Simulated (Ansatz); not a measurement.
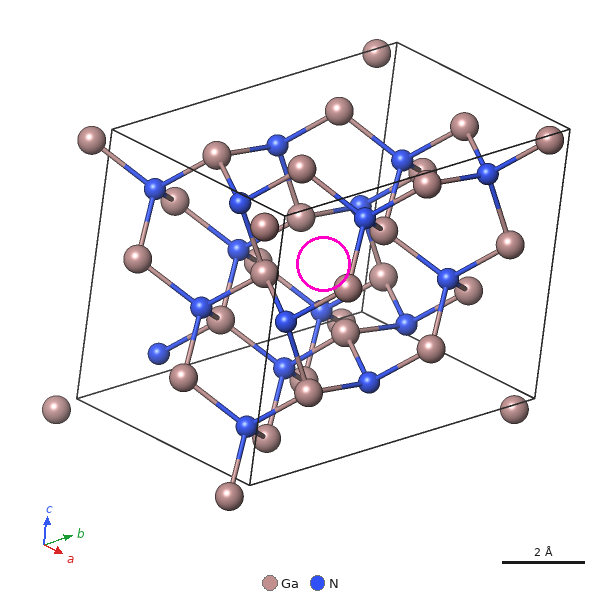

The figure gives a ball-and-stick picture of the atoms, viewed from a general direction. The outline marks the supercell. The host is GaN, in a cell of 36 sites, and the cell is neutral. A ring marks the defect's site.

Question: Spot the defect.

Answer: A nitrogen vacancy. Around the empty site lie four Ga at about 1.9 Å.

Level of theory and settings: Ansatz, DFT PBE, scalar-relativistic, plane waves, PAW, an energy cutoff of 420 eV, a 2×2×2 k-point grid, Gaussian smearing of 0.01 eV, collinear spins.

Question: Is the defect spin-polarised?

Answer: Yes, 1.0 μB in the cell.

The atoms were relaxed in the host's cell with DFT PBE, scalar-relativistic, plane waves, PAW in Ansatz 0.2.0.
